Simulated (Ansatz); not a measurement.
# Band-structure calculation of KF

The run: band-structure calculation of KF (I4/mmm, 2 atoms in the cell). Method and program: DFT, r2SCAN, plane waves, PAW, no spin polarisation (Ansatz 0.2.0).

The structure was built on a prototype by a generator. The geometry comes from this level: r2SCAN (a point of a series of strains). It belongs to a series of runs on one base structure; here: biaxial_xy strain +2.2%.

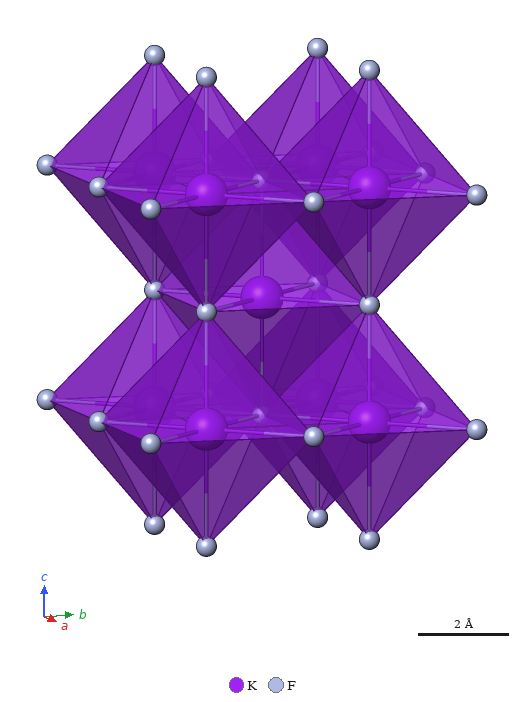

The input geometry (polyhedral view of the cell 2 times as large as that of the calculation, set on its symmetry axes, seen slightly off an axis; polyhedra are completed across the faces of the cell).

The input:
```yaml
crystal:
  lattice:
    - [0.0, 2.7169259199, 2.6589605792]
    - [2.7169259199, 0.0, 2.6589605792]
    - [2.7169259199, 2.7169259199, 0.0]
  atoms:
    - { symbol: K, position: [0.0, 0.0, 0.0] }
    - { symbol: F, position: [0.5, 0.5, 0.5] }
kpoints:
  mp_grid: { grid: [8, 8, 8] }
  band_path:
    path:
      - [0.0, 0.0, 0.0]
      - [0.5, 0.0, 0.5]
      - [0.625, 0.25, 0.625]
      - [0.375, 0.375, 0.75]
      - [0.5, 0.5, 0.5]
      - [0.5, 0.25, 0.75]
    npoints: 1
hamiltonian:
  xc: r2scan
scf:
  occupations: { method: fixed }
  n_extra_bands: 4
output:
  forces: true
  stress: true
  eigenvalues: true
  write_density: true
  write_potential: true
  elf: true
  volumetric_format: npy
```

Run as:
```bash
ansatz run input.yaml --threads 4 --pin off --max-ram 3686MiB --backend cpu --events-out ev --progress --plain --runs-dir out
```

What the program printed:
```
scf.n_extra_bands = 4 over 8 filled bands (N_el = 16.0): the run solves 12 bands
Engine: ansatz 0.2.0, aarch64-unknown-linux-gnu
Pseudopotentials: kind: paw
Pseudopotential: K, paw, valence charge 9, recommended cutoff 500 eV (meta_gga), K.paw.azcp
Pseudopotential: F, paw, valence charge 7, recommended cutoff 500 eV (meta_gga), F.paw.azcp
Functional definition: r2SCAN
  parameter k0 = 0.174
  parameter k1 = 0.065
  parameter a1 = 4.9479
  exchange = r2scan_x(k0 = k0, k1 = k1, a1 = a1)
  correlation = r2scan_c
Crystal: 2 atoms, lattice volume = 39.255 Å³
Basis set: ecut = 500 eV, 957 PW (Γ), exchange–correlation on 120×120×120 points (64 copies of the dense FFT grid, shifted against one another)
Bands: 12, of which v1, the nominal top of the filled ones, is band 8 counted from 1 (7 counted from 0)
Symmetry: 16 space group operations
Space group: I4/mmm (ITA 139), of the structure as read, at distance tolerance 3.4e-5 Å
k-points: 59 of 512
Non-local potential: K, projectors of the file, l = 0: 3, l = 1: 2, l = 2: 2
Non-local potential: F, projectors of the file, l = 0: 2, l = 1: 2, l = 2: 1
PAW form: soft (Blöchl's): semilocal exchange-correlation on the pseudo side does not see the compensation charge
PAW frozen core: K, regenerated for the run's functional (the file was generated under x = pbe(κ = 0.804, μ = 0.2195149727645171), c = pbe(β = 0.06672455060314922))
PAW frozen core: F, regenerated for the run's functional (the file was generated under x = pbe(κ = 0.804, μ = 0.2195149727645171), c = pbe(β = 0.06672455060314922))
PAW one-centre angular grid: K, 302 points (default); XC on 160 Gauss nodes
PAW one-centre angular grid: F, 302 points (default); XC on 160 Gauss nodes
Initial density: superposition of atomic densities (neutral atoms: chi_scale 0, normalization atom), corrected by the library's trained network
Initial wavefunctions: pseudopotential atomic-orbital guess
Functional: x = r2scan, c = r2scan; τ floored in thin density (d = 2e-4 eV/Å³)
SCF iter   1: F=—  HF=-2355.142728 eV  |F-HF|=—  |Δ(HF+E_count)|=         —  Δρ=7.36e-3  dr2=1.98e-2  dr2_τ=2.64e-2  ethr=1.77e-3  ⟨swp⟩=4.2  Hψ=3843  notcnv=0  defer=98
preconditioner: auto → none  [insulator: Δε(μ)=6.978 eV  Ē_g=18.689 eV  n_scr=12 (ndim 8)  ℏωp=22.2 eV  f_vac=0.140  ε∞_Penn≈2.4]
SCF iter   2: F=—  HF=-2355.183416 eV  |F-HF|=—  |Δ(HF+E_count)|=   4.07e-2  Δρ=5.31e-3  dr2=4.06e-3  dr2_τ=8.99e-4  ethr=1.24e-4  ⟨swp⟩=3.0  Hψ=1821  notcnv=0  defer=114
SCF iter   3: F=—  HF=-2355.182467 eV  |F-HF|=—  |Δ(HF+E_count)|=   9.49e-4  Δρ=1.50e-3  dr2=3.28e-4  dr2_τ=6.02e-5  ethr=2.54e-5  ⟨swp⟩=2.0  Hψ=1240  notcnv=0  defer=115
SCF iter   4: F=—  HF=-2355.182433 eV  |F-HF|=—  |Δ(HF+E_count)|=   3.37e-5  Δρ=2.11e-4  dr2=4.36e-6  dr2_τ=1.65e-6  ethr=2.05e-6  ⟨swp⟩=3.0  Hψ=1158  notcnv=0  defer=117
SCF iter   5: F=—  HF=-2355.182437 eV  |F-HF|=—  |Δ(HF+E_count)|=   4.20e-6  Δρ=3.94e-5  dr2=3.53e-7  dr2_τ=8.69e-8  ethr=2.72e-8  ⟨swp⟩=2.0  Hψ=1228  notcnv=0  defer=6
SCF iter   6: F=-2355.182438 eV  HF=-2355.182438 eV  |F-HF|=6.70e-9  |Δ(HF+E_count)|=   2.27e-7  Δρ=5.17e-6  dr2=4.84e-9  dr2_τ=1.35e-9  ethr=6.25e-10  ⟨swp⟩=8.9  Hψ=5473  notcnv=0
SCF 1 converged in 6 iterations: F = -2355.182438 eV  dr2 = 4.84e-9
  greatest PAW one-centre occupation: 0.989 electrons in one spin orbital (limit 2), on the K atom at site 0 (counted from 0), in its partial waves of l = 0
NSCF: frozen V_eff on 6 k-points
SCF converged after 6 iterations
Free energy (F): -2355.182438 eV
Harris-Foulkes:  -2355.182438 eV  (|F-HF|=6.70e-9)
Internal energy: -2355.182438 eV  (E = F + TS)
E sigma→0 (E₀):  -2355.182438 eV
Fermi energy:    0.745506 eV
--- Per-component energies (eV) ---
  E_band       = -142.506920
  E_kinetic    = 463.226516
  E_local      = -1127.374232  (includes V_loc(G=0)·N_el)
  E_nonlocal   = 85.186892
  E_hartree    = 407.567449
  E_xc         = -214.427054
  E_vxc        = -304.598285  (∫ρ·V_xc dr)
  E_paw        = -990.606329  (= ΣΔE_a)
  E_vpaw       = -94.144096  (= ΣTr[D̂ρ^β])
  E_aug_tail   = 0.001070  (compensation charges beyond the density's cutoff)
  E_vtau       = 20.061809  (kinetic-family band-sum trace: ∫τ·v_τ [+ j·A + Jᵃ·Aᵃ] dr)
  E_ewald      = -978.529173
  E_core_change = -0.227577  (= ΣΔE_core)
  E_smearing   = -0.000000  (= −TS)
  E_closure    = -0.000000  (closes the sum)
  Σ components = -2355.182438   (vs F -2355.182438, Δ=0.00e0)
--- Forces (eV/Å), atoms counted from 1 ---
  atom   1  K     -0.00000000     0.00000000     0.00000000
  atom   2  F      0.00000000     0.00000000     0.00000000
  max |Σ_I F_I| component: 2.45e-29 eV/Å
--- Stress (GPa, compression-positive) ---
       -1.692562       0.000000       0.000000
        0.000000      -1.692562       0.000000
        0.000000       0.000000      -0.589268
  P = ⅓ Tr σ = -1.3248 GPa (-13.248 kbar)
--- Band table (eV; the first three rows and the last of 59) ---
  k-point 0: bands = ["-26.3990", "-19.0516", "-8.9042", "-8.9042", "-8.8957", "0.7147", "0.7147", "0.7455", "7.4024", "12.0663", "12.0663", "12.1852"]
  k-point 1: bands = ["-26.3868", "-19.0622", "-8.9409", "-8.9108", "-8.9011", "0.5967", "0.6689", "0.6869", "7.8235", "11.8046", "12.2746", "12.3524"]
  k-point 2: bands = ["-26.3574", "-19.0882", "-9.0336", "-8.9265", "-8.9090", "0.3246", "0.5603", "0.5680", "8.8816", "11.3885", "12.7858", "12.8635"]
  k-point 58: bands = ["-26.2929", "-19.0703", "-9.4058", "-9.1090", "-9.1090", "0.5497", "0.6553", "0.6553", "9.4237", "11.8087", "13.0263", "15.0993"]
```

File bands.tsv:
```
# k_distance	band_0	band_1	band_2	band_3	band_4	band_5	band_6	band_7	band_8	band_9	band_10	band_11
# fermi_ev = 0.745506
# lock_threshold_ev = 1e-6
# [0, 0, 0] at k_distance = 0.000000
# [0.5, 0, 0.5] at k_distance = 1.156304
# [0.625, 0.25, 0.625] at k_distance = 1.569599
# [0.375, 0.375, 0.75] at k_distance = 2.280284
# [0.5, 0.5, 0.5] at k_distance = 2.998701
# [0.5, 0.25, 0.75] at k_distance = 3.825291
# levels_relative_to = fermi_ev
# free_energy_ev = -2355.182438
# largest_residual_norms_ev = 9.892e-4 1.104e-3 1.224e-3 1.428e-3 1.158e-3 1.088e-3 8.946e-4 8.835e-4 1.210e-3 1.323e-3 1.081e-3 1.809e-3
0.000000	-27.144461	-19.797081	-9.649738	-9.649738	-9.641221	-0.030776	-0.030776	0.000000	6.656891	11.320747	11.320747	11.439695
1.156304	-27.045231	-19.813037	-10.157318	-9.839117	-9.824122	-0.247800	-0.087472	-0.052789	8.766593	11.043617	12.085446	14.367648
1.569599	-27.043751	-19.834354	-10.068122	-9.853516	-9.773137	-0.334265	-0.228485	-0.199223	9.487996	11.121663	11.799833	14.252360
2.280284	-27.040125	-19.832690	-10.063799	-9.872922	-9.797315	-0.334886	-0.205300	-0.177218	9.387936	11.231228	11.818278	14.222329
2.998701	-27.060659	-19.870961	-9.908686	-9.693849	-9.665172	-0.752556	-0.338643	-0.334093	9.541595	10.999333	12.678725	12.811543
3.825291	-27.039551	-19.832254	-10.007393	-9.996976	-9.739793	-0.383319	-0.194488	-0.148325	10.138967	10.255145	11.969059	14.023048
```

File rho_z.tsv:
```
# z_ang	rho[e/angstrom^3]
# format = ansatz-planar-average/11
# lattice	0.000000000	2.716925920	2.658960579
# lattice	2.716925920	0.000000000	2.658960579
# lattice	2.716925920	2.716925920	0.000000000
# sites	2
# site	19	0.000000000	0.000000000	0.000000000
# site	9	2.716925920	2.716925920	2.658960579
0.000000	5.611795e-1
0.128077	5.508689e-1
0.256154	5.194478e-1
0.384231	4.672495e-1
0.512308	3.991973e-1
0.640386	3.257927e-1
0.768463	2.599674e-1
0.896540	2.132773e-1
1.024617	1.932613e-1
1.152694	2.046633e-1
1.280771	2.533088e-1
1.408848	3.429011e-1
1.536925	4.643311e-1
1.665003	5.909040e-1
1.793080	6.868144e-1
1.921157	7.225218e-1
2.049234	6.868144e-1
2.177311	5.909040e-1
2.305388	4.643311e-1
2.433465	3.429011e-1
2.561542	2.533088e-1
2.689619	2.046633e-1
2.817697	1.932613e-1
2.945774	2.132773e-1
3.073851	2.599674e-1
3.201928	3.257927e-1
3.330005	3.991973e-1
3.458082	4.672495e-1
3.586159	5.194478e-1
3.714236	5.508689e-1
```

File v_z.tsv:
```
# z_ang	v_es[eV]	v_tot[eV]
# format = ansatz-planar-average/11
# xc	r2scan
# density_cutoff_ev	2000
# datasets	K=:simpson_from_first_knot:soft:shift=0	F=:simpson_from_first_knot:soft:shift=0
# lattice	0.000000000	2.716925920	2.658960579
# lattice	2.716925920	0.000000000	2.658960579
# lattice	2.716925920	2.716925920	0.000000000
# sites	2
# site	19	0.000000000	0.000000000	0.000000000
# site	9	2.716925920	2.716925920	2.658960579
0.000000	-1.610193e0	-1.154224e1
0.128077	-1.451489e0	-1.130969e1
0.256154	-9.835308e-1	-1.064384e1
0.384231	-2.221620e-1	-9.590378e0
0.512308	7.885017e-1	-8.209758e0
0.640386	1.978627e0	-6.634436e0
0.768463	3.223303e0	-5.066244e0
0.896540	4.414004e0	-3.635248e0
1.024617	5.346599e0	-2.574922e0
1.152694	5.621545e0	-2.305212e0
1.280771	5.313746e0	-2.710602e0
1.408848	4.791034e0	-3.434730e0
1.536925	4.245799e0	-4.304011e0
1.665003	3.784492e0	-5.091647e0
1.793080	3.501865e0	-5.572741e0
1.921157	3.413921e0	-5.720139e0
2.049234	3.501865e0	-5.572741e0
2.177311	3.784492e0	-5.091647e0
2.305388	4.245799e0	-4.304011e0
2.433465	4.791034e0	-3.434730e0
2.561542	5.313746e0	-2.710602e0
2.689619	5.621545e0	-2.305212e0
2.817697	5.346599e0	-2.574922e0
2.945774	4.414004e0	-3.635248e0
3.073851	3.223303e0	-5.066244e0
3.201928	1.978627e0	-6.634436e0
3.330005	7.885017e-1	-8.209758e0
3.458082	-2.221620e-1	-9.590378e0
3.586159	-9.835308e-1	-1.064384e1
3.714236	-1.451489e0	-1.130969e1
```

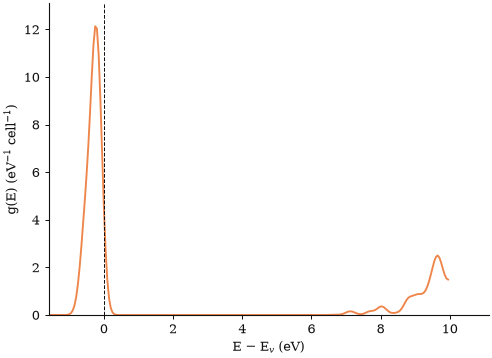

Density of states (the curve is built from the levels of the k mesh with Gaussians 0.3 eV wide, which also blur the band edges), with energies from the valence-band top. There is a gap of 6.66 eV on the k-point mesh. Small ripples come from the finite k-point mesh.

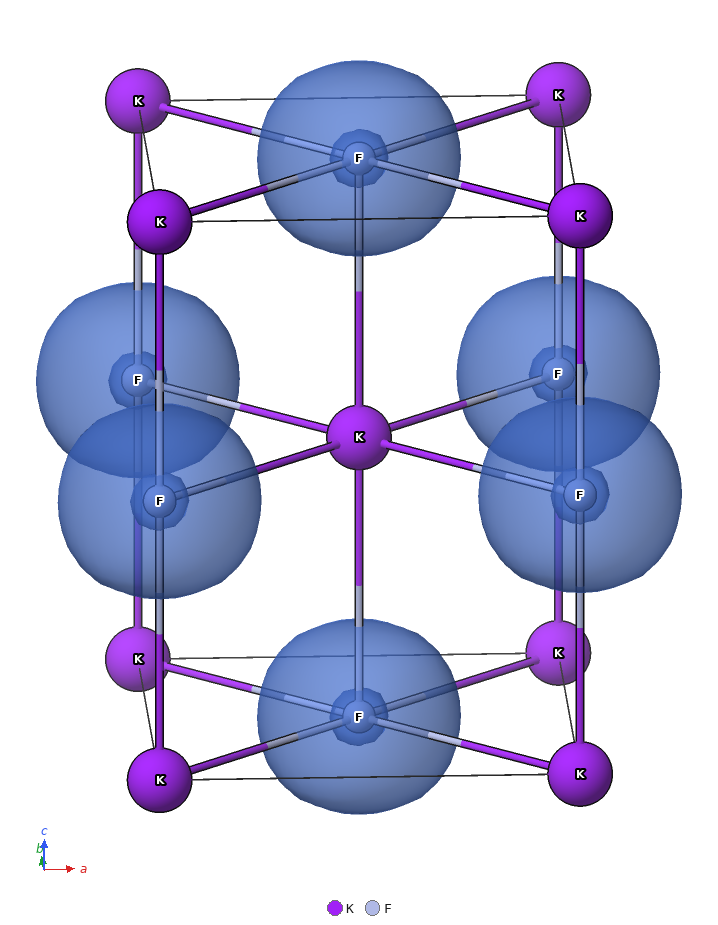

Isosurface of the electron localisation function at 0.65 (blue), seen at an oblique angle. Core shells and regions of very low density are left out. Sticks mark near contacts. The outline is the cell set on symmetry axes. K–F (2.72 Å): the ELF is about 0 at the midpoint, which marks a closed-shell, largely ionic contact. Core electrons are frozen (PAW), so the fields are smoothed inside the atomic spheres.

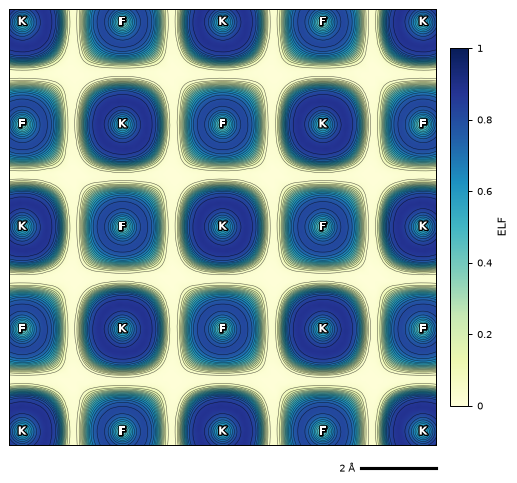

Electron localisation function on the (11̄0) plane of the conventional cell. The plane passes through K and F nuclei. The strong features right at K lie inside the PAW spheres (semicore, d or f shells) and say nothing about bonding.

Summary:

| quantity | value |
| --- | --- |
| outcome | converged |
| space group (tolerance 0.01 Å) | I4/mmm (139) |
| electrons treated | 16 |
| free energy | −2355.1824 eV |
| Fermi energy | 0.746 eV |
| gap on the k-point mesh | 6.66 eV |
| pressure | −1.32 GPa |
| largest force (length of the vector) | under 0.001 eV/Å |
| hardware | 4 threads of an Arm (aarch64) CPU, shared host |
| wall time | 2.5 s (CPU time 9 s) |
| peak memory | 0.43 GiB |
